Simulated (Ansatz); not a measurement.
Consider Si2W.

```xyz
9
Lattice="4.6169 0.0000 0.0000 -2.3084 3.9983 0.0000 0.0000 0.0000 6.6532" Properties=species:S:1:pos:R:3 pbc="T T T"
W     2.3084    0.0000    3.3266
W     1.1542    1.9992    5.5443
W    -1.1542    1.9992    1.1089
Si    1.1331    0.6542    1.1089
Si    3.4837    0.6542    5.5443
Si    0.0000    1.3084    3.3266
Si    1.1753    3.3441    1.1089
Si   -1.1752    3.3441    5.5443
Si    2.3084    2.6899    3.3266
```

Space group P6₂22; a structure from a database of computed crystals, not necessarily the ambient phase; computed pressure about −5 GPa in this cell.

Computed with Kohn-Sham DFT of a periodic cell, r2SCAN, Ansatz PAW (Ansatz).

Question: What can the converged valence pseudo-density and electron localisation function tell about the bonding?

Answer: Si–W (2.65 Å): ρ at the midpoint is about 0.4 e/Å³; the ELF peaks at about 0.75 in the valence shell of Si, 0.9 Å from its nucleus, and is about 0.45 at the midpoint.
Si–Si (2.69 Å): ρ is about 0.29 e/Å³ halfway; the ELF peaks at about 0.50 in the valence shell of Si, 0.9 Å from its nucleus, and is about 0.45 at the midpoint.

Question: Does the calculation make it a metal, or give it a gap?

Answer: It is gapped, with a Kohn–Sham gap of 0.33 eV on the k-point mesh (the band edges may lie off the mesh, which would make the gap smaller).

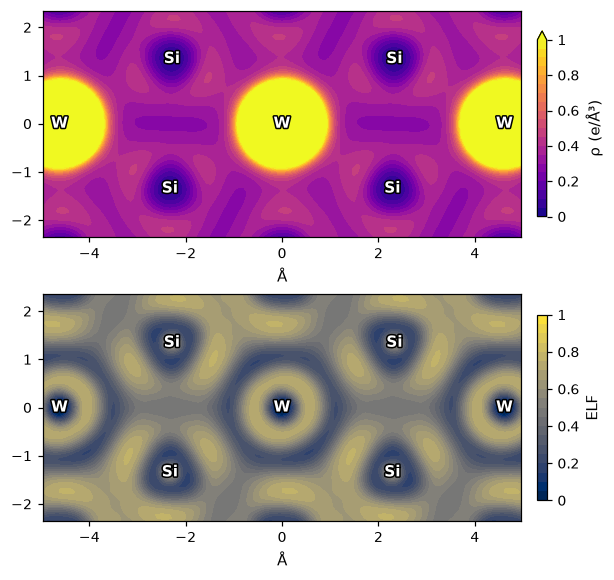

Computed valence pseudo-density and electron localisation function on the (001) plane of the conventional cell, in this order. 

In a PAW calculation such maps are meaningful between the atoms, not at the nuclei.
